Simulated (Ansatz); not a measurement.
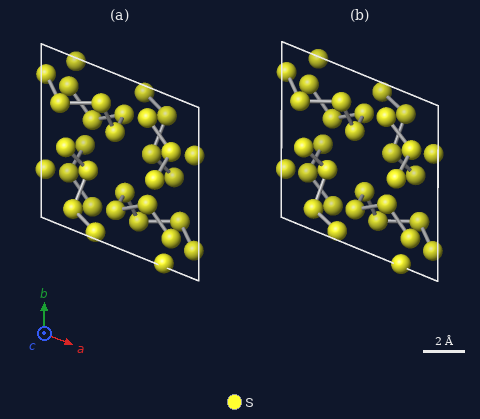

The structure of a crystal of S (set up in P2/c) before (left) and after (right) a relaxation, at one scale.

The picture is a ball-and-stick view of the reduced cell, seen along the c axis. Lengths and directions refer to the drawn axes.

Theory: Ansatz 0.2.0, DFT r2SCAN, scalar-relativistic, plane waves, PAW.

The input:
```yaml
crystal:
  lattice:
    - [8.4292487807, 0.0, 0.0]
    - [0.0, 13.38060855, 0.0]
    - [-5.200864895, 0.0, 7.9724832052]
  atoms:
    - { symbol: S, position: [0.64558682, 0.64861809, 0.32038025] }
    - { symbol: S, position: [0.35441318, 0.64861809, 0.17961975] }
    - { symbol: S, position: [0.35441318, 0.35138191, 0.67961975] }
    - { symbol: S, position: [0.64558682, 0.35138191, 0.82038025] }
    - { symbol: S, position: [0.80586655, 0.41877986, 0.33682317] }
    - { symbol: S, position: [0.19413345, 0.41877986, 0.16317683] }
    - { symbol: S, position: [0.19413345, 0.58122014, 0.66317683] }
    - { symbol: S, position: [0.80586655, 0.58122014, 0.83682317] }
    - { symbol: S, position: [0.7403187, 0.55281535, 0.21366779] }
    - { symbol: S, position: [0.2596813, 0.55281535, 0.28633221] }
    - { symbol: S, position: [0.2596813, 0.44718465, 0.78633221] }
    - { symbol: S, position: [0.7403187, 0.44718465, 0.71366779] }
    - { symbol: S, position: [0.58268429, 0.32223966, 0.20184469] }
    - { symbol: S, position: [0.41731571, 0.32223966, 0.29815531] }
    - { symbol: S, position: [0.41731571, 0.67776034, 0.79815531] }
    - { symbol: S, position: [0.58268429, 0.67776034, 0.70184469] }
    - { symbol: S, position: [0.08007213, 0.20249713, 0.87861541] }
    - { symbol: S, position: [0.91992787, 0.20249713, 0.62138459] }
    - { symbol: S, position: [0.91992787, 0.79750287, 0.12138459] }
    - { symbol: S, position: [0.08007213, 0.79750287, 0.37861541] }
    - { symbol: S, position: [0.2407547, 0.97205249, 0.0195451] }
    - { symbol: S, position: [0.7592453, 0.97205249, 0.4804549] }
    - { symbol: S, position: [0.7592453, 0.02794751, 0.9804549] }
    - { symbol: S, position: [0.2407547, 0.02794751, 0.5195451] }
    - { symbol: S, position: [0.30426574, 0.10684649, 0.95993127] }
    - { symbol: S, position: [0.69573426, 0.10684649, 0.54006873] }
    - { symbol: S, position: [0.69573426, 0.89315351, 0.04006873] }
    - { symbol: S, position: [0.30426574, 0.89315351, 0.45993127] }
    - { symbol: S, position: [0.14542583, 0.87678974, 0.82036905] }
    - { symbol: S, position: [0.85457417, 0.87678974, 0.67963095] }
    - { symbol: S, position: [0.85457417, 0.12321026, 0.17963095] }
    - { symbol: S, position: [0.14542583, 0.12321026, 0.32036905] }
basis:
  ecutwfc: 500
kpoints:
  mp_grid: { grid: [4, 2, 4] }
hamiltonian:
  xc: r2scan
scf:
  occupations: { method: gaussian, width: 0.02 }
output:
  forces: true
  stress: true
  eigenvalues: true
relax:
  adjacent_minimum: "off"
  f_tol: 0.005
  max_steps: 80
  cell: { stress_tol: 0.05 }
```

Q: Describe what moved and what it gained.

A: After 7 accepted moves (10 points after the start) the energy has fallen by 0.6 meV per atom. Largest force component: 0.13 eV/Å at the start, 0.0038 eV/Å at the end. Pressure: 0.45 GPa at the start and 0.00 GPa at the end. The line search rejected the trial steps at points 3, 8 of the run. At 1 point the geometry stayed and the basis and grid were re-selected for the new cell (energy shift of less than 0.05 meV per atom at most each time). The largest moves relative to the cell, 0.14 Å, are those of S25, S26, S27 and S28. S27 goes along [2 2 −1]. The drawn cell changes as follows: a 8.429 → 8.390 Å (−0.5 %), b 8.601 → 8.713 Å (+1.3 %), c 13.381 → 13.415 Å (+0.3 %), γ 112.0° → 112.2°; the volume changes by +1.0 %. Near-neighbour distances that change, for instance: S13–S14 2.044 → 2.052 Å, S5–S9 2.047 → 2.053 Å, S17–S18 2.051 → 2.057 Å, S1–S2 2.056 → 2.061 Å. The space group stays P2/c (No. 13). The run took of the order of 30 core-minutes on a shared host.
